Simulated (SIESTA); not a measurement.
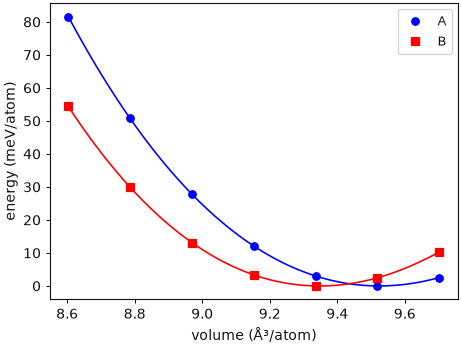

The picture above shows the energy against volume, with one curve for each functional, for C (space group C2/m). The labels are replaced by letters. In alphabetical order the cases are: LDA; PBEsol.

Calculation (SIESTA 5.4.2): DFT in numerical atomic orbitals with pseudopotentials, no spin polarisation; energies at scaled volumes of the given cell, shape and fractions fixed, counted from the fit's minimum, third-order Birch-Murnaghan fit. All runs: no spin polarisation.

k mesh 13×13×8; occupations Fermi–Dirac; smearing width 0.05 eV; potentials PseudoDojo 0.4 standard, converted to PSML, two zetas on semicore shells.

Which letter stands for which functional?

A: PBEsol; B: LDA.

Limits of the calculation: mulliken charges of long orbitals; shape and atomic fractions are frozen while scaling, which makes layered, chain and framework solids too stiff.
